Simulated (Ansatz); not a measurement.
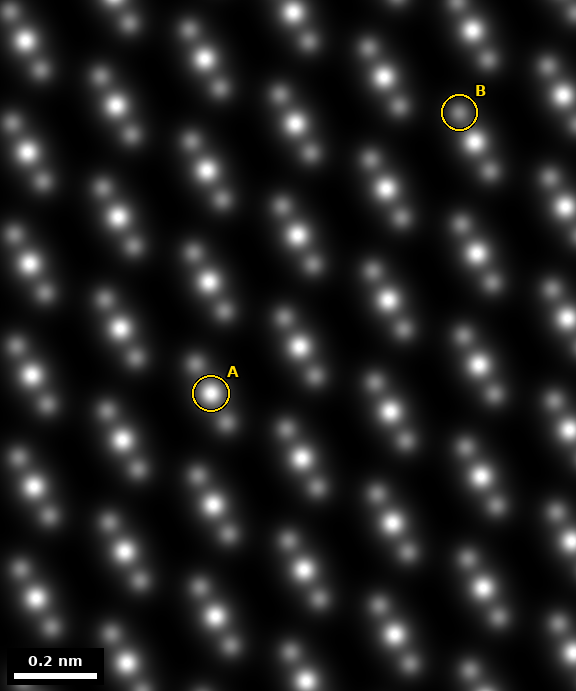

Projected-potential map of W (P6_3/mmc, No. 194) along [201]. Computed as the sum of neutral-atom potentials (tabulated electron scattering factors, B = 0.5 Å²) projected along the beam and smoothed by 0.25 Å; brighter is more positive. Structure used: the end point of a relaxation with DFT, RPBE, plane waves (420 eV) with PAW, scalar-relativistic in Ansatz; the starting structure was generated, so it need not be a known form of this composition.

```
W
1.0
     2.79682    0.00000    0.00000
    -1.39841    2.42212    0.00000
     0.00000    0.00000    9.86832
W
4
Direct
  0.00000 0.00000 0.00000
  0.00000 0.00000 0.50000
  0.33333 0.66667 0.25000
  0.66667 0.33333 0.75000
```

> Which atoms make up the marked columns?

A: W (2 W per 11.34 Å along the beam; the brightest kind). B: W (1 W per 11.34 Å along the beam; about 50 % of the brightest peak). Brightness is counted from the darkest point of the image.
